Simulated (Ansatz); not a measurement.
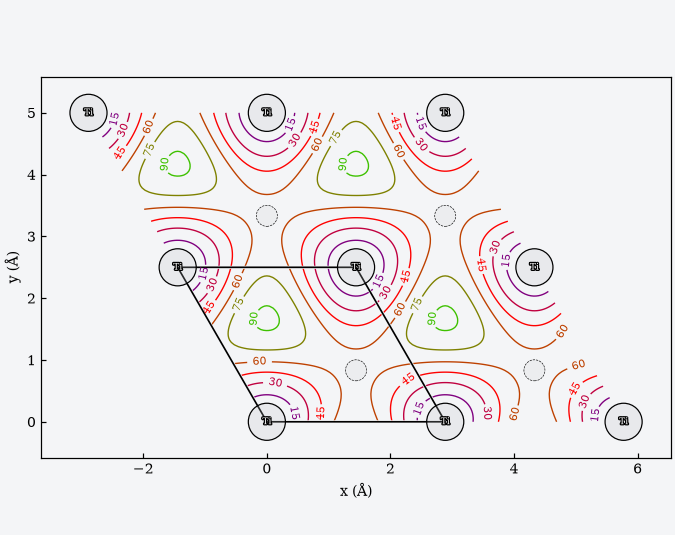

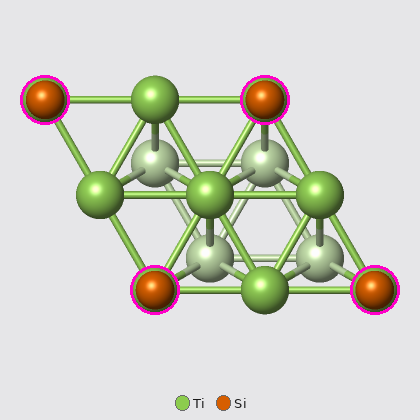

Energy landscape of Si on a Ti(001) slab cut from the P6_3/mmc phase, its upper half relaxed before the scan (20 atoms of substrate and one adsorbate in a 2 × 2 cell). 
- Si is moved over the surface cell at a fixed height above a rigid substrate; the origin of the map has the adsorbate above Ti17; the height is held at 3.40 Å.
- Places are given modulo a cell vector. The map is drawn in real space over the plane of the surface.
- Grid: 6 × 6 points; 10 points were computed and 26 follow by symmetry.
- Places are given in fractions of the 1 × 1 surface cell.
- Energies are in meV, from the lowest grid point.
- The runs have no spin polarisation, so an open-shell adsorbate far from the surface lies too high. At a fixed height the lowest place need not be the adsorption site.
- Computed with DFT PBE+D3(BJ), scalar-relativistic, plane waves, PAW in Ansatz. Settings: cutoff 420 eV, k-mesh 6×6×1, gaussian smearing 0.1 eV, no spin polarisation.

Drawn: contour lines labelled in meV, labelled circles for the atoms of the top layer and small ones for the second layer, the outline of one cell of the 2 × 2 shown. Between grid points the surface is interpolated. The second picture is the structure at the lowest point; rings mark the moved atoms.

### Summarise what can be read from the map.

The lowest grid point is at the top site over a surface Ti atom, (0/6, 0/6) of the cell vectors. The highest grid point, a threefold hollow, (2/6, 4/6) of the cell vectors, lies 92 meV above the lowest. On the interpolated surface the easiest way out of the lowest well to its copy in the next cell or period passes a barrier of about 63 meV. At the lowest point the adsorbate has 1 Ti at 3.40 Å as nearest neighbours, at the highest 3 Ti at 3.79 Å.

The whole map (10 points run) took 15 min on 4 threads of Intel(R) Xeon(R) Platinum 8375C CPU @ 2.90GHz (Ice Lake) (shared host).

PAW datasets: the set soft_1.
